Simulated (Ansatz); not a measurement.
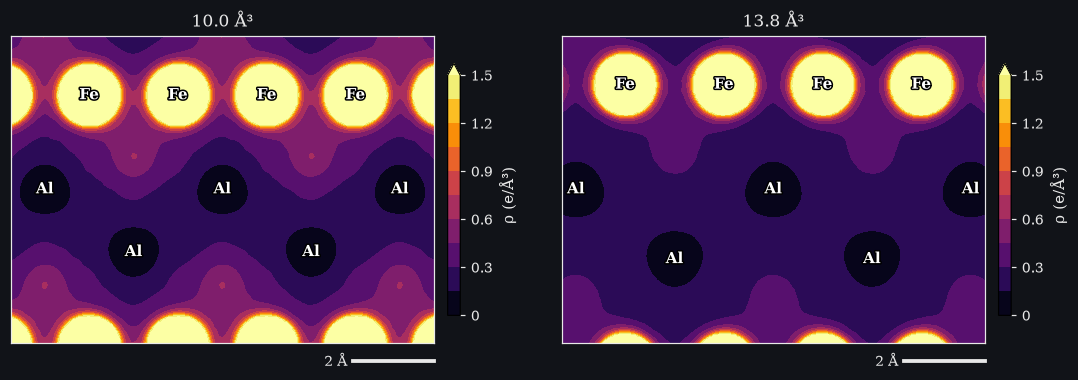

AlFe2. The valence pseudo-density of cells scaled evenly to different volumes (given per atom above each panel), on the (011̄) plane of each (indices in the axes of the cell below), at one length scale and on one colour scale.

A structure from a database of computed crystals, not necessarily the ambient phase; spin-polarised.

The calculation used Ansatz 0.2.0, DFT PBEsol, scalar-relativistic, plane waves, PAW.

In a PAW calculation such maps are meaningful between the atoms, not at the nuclei.

The largest cell:

```yaml
crystal:
  lattice:
    - [0.00000, 3.45950, 3.45950]
    - [3.45950, 0.00000, 3.45950]
    - [3.45950, 3.45950, 0.00000]
  atoms:
    - { symbol: Al, position: [0.25000, 0.25000, 0.25000] }
    - { symbol: Al, position: [0.00000, 0.00000, 0.00000] }
    - { symbol: Fe, position: [0.62500, 0.12500, 0.62500] }
    - { symbol: Fe, position: [0.62500, 0.62500, 0.12500] }
    - { symbol: Fe, position: [0.12500, 0.62500, 0.62500] }
    - { symbol: Fe, position: [0.62500, 0.62500, 0.62500] }
```

| volume (Å³/atom) | Fe–Fe contact in the plane (Å) | ρ at its midpoint (e/Å³) | pressure (GPa) | largest moment (μB) | 
| --- | --- | --- | --- | --- |
| 10.04 | 2.200 | 0.611 | 42.2 | 0.95 | 
| 12.55 | 2.370 | ? | ? | ? | 
| 13.80 | 2.446 | 0.393 | −15.7 | 2.14 | 

> Estimate the missing row, and compare with the calculation.

Over the known rows ln ρ falls by 1.79 per Å of Fe–Fe distance (the line through the two), which gives 0.450 e/Å³ at 2.370 Å; the calculation gives 0.440 e/Å³. For the pressure, a straight line in volume between the neighbouring rows gives 3.5 GPa; the calculation gives −7.3, lower because pressure rises ever faster on compression. For the largest moment, a straight line in volume between the neighbouring rows gives 1.74 μB; the calculation gives 1.78.
